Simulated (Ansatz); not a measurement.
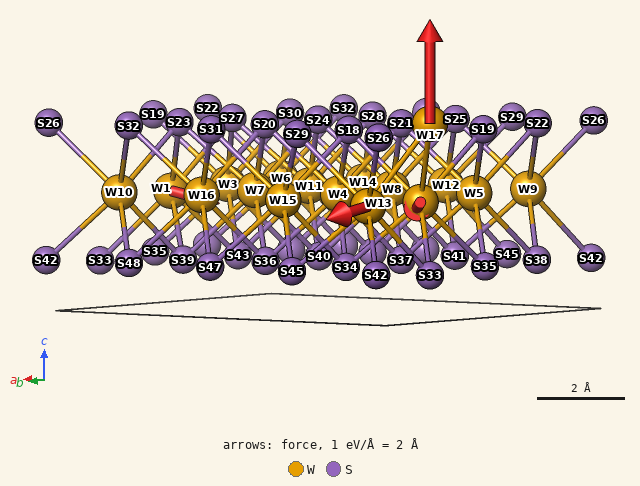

Starting geometry of a defect cell of composition W17S31 (cell charge −1) with the computed forces as red arrows. The picture is a ball-and-stick view of the cell of the calculation, outlined in the plane, without the vacuum, seen from a free direction.

Case: W on a S site (i), charge -1, atoms relaxed at the host's cell.

Method: DFT PBE+D3(BJ), scalar-relativistic, plane waves, PAW in Ansatz 0.2.0. Settings: plane-wave cutoff 420 eV; k-point mesh 2 × 2 × 2; occupations gaussian; smearing width 0.01 eV; collinear spin; atoms relaxed in a fixed cell; force threshold 0.025 eV/Å; at most 45 steps.

Is this structure relaxed? If not, where do the atoms go?

It isn't relaxed: the largest force vector, on a W atom, is 1.21 eV/Å. The final displacements follow the starting forces only in part (cosine between the two patterns 0.73). After 3 accepted moves (4 points after the start) the energy has fallen by 0.106 eV per cell of the calculation. The largest force component goes from 1.2 to 0.021 eV/Å. 1 step only repeated the SCF at the same geometry. A W atom moves most relative to the layer's centre: 0.12 Å along the normal (+c). Largest moves by element: W 0.12 Å, S 0.05 Å. The cell stays as it was. Among the contacts that change: W–W 2.577 → 2.663 Å, W–W 3.088 → 3.124 Å, S–W 2.424 → 2.401 Å, W–W 3.180 → 3.164 Å. Cost: 13 min on 4 threads of Arm Neoverse V2 (shared host), peak memory 8.1 GiB.

Limits of the set-up: the cell is charged, on a uniform background, and energies carry no finite-size correction.
